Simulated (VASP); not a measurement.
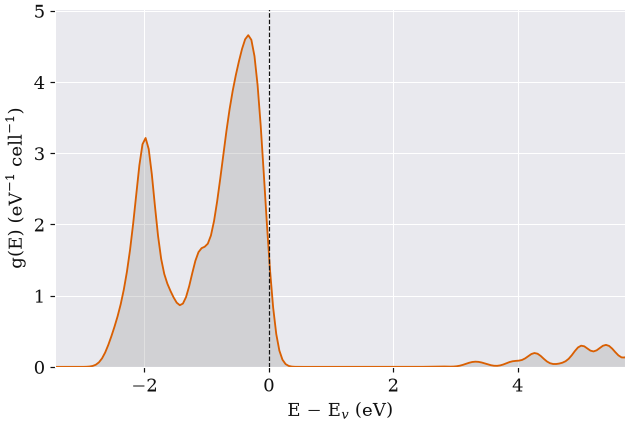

Density of states. Energies are counted from the top of the valence band. The curve is built from the levels of the k mesh with Gaussians 0.3 eV wide, which also blur the band edges.

The VASP input:

INCAR:
```
ENCUT = 520.000000
SIGMA = 0.020000
EDIFF = 1.00e-07
GGA = PE
PREC = Accurate
IBRION = -1
ISIF = 2
ISMEAR = -1
NBANDS = 11
NELM = 120
NSW = 0
LASPH = .TRUE.
LCHARG = .TRUE.
LELF = .TRUE.
LWAVE = .FALSE.
LREAL = .FALSE.
```

KPOINTS:
```
KPOINTS created by Atomic Simulation Environment
0
Gamma
10 10 10
0 0 0
```

POSCAR:
```
Mg O
 1.0000000000000000
     0.0000000000000000    2.4184696010000000    2.4184696010000000
     2.4184696010000000    0.0000000000000000    2.4184696010000000
     2.4184696010000000    2.4184696010000000    0.0000000000000000
 Mg  O
   1   1
Cartesian
  0.0000000000000000  0.0000000000000000  0.0000000000000000
  1.2092348005000000  1.2092348005000000  1.2092348005000000
```

Run as:
```bash
mpirun -np 1 vasp_std
```

System: MgO, space group F-43m, 2 atoms in the cell, zincblende type, hydrostatic strain +6.0%.

Computed with VASP 6.6.1: DFT, PBE, plane waves, PAW, 10×10×10 k mesh, 520 eV cutoff.

Metal or insulator, going by the density of states?

Answer. There is a gap; over the k points computed it is 2.73 eV (direct among those points).

How wide is the upper valence band?

Answer. The upper group of valence states starts about 2.6 eV under the valence-band top, with a gap beneath it; it holds about 6 electrons a cell.

Where is the tallest peak of the filled states in the window?

Answer. Within the window shown, the tallest peak of the filled states lies 0.3 eV under the valence-band top, at about 4.7 states per eV and cell.

The cell is at −13 GPa in this functional.
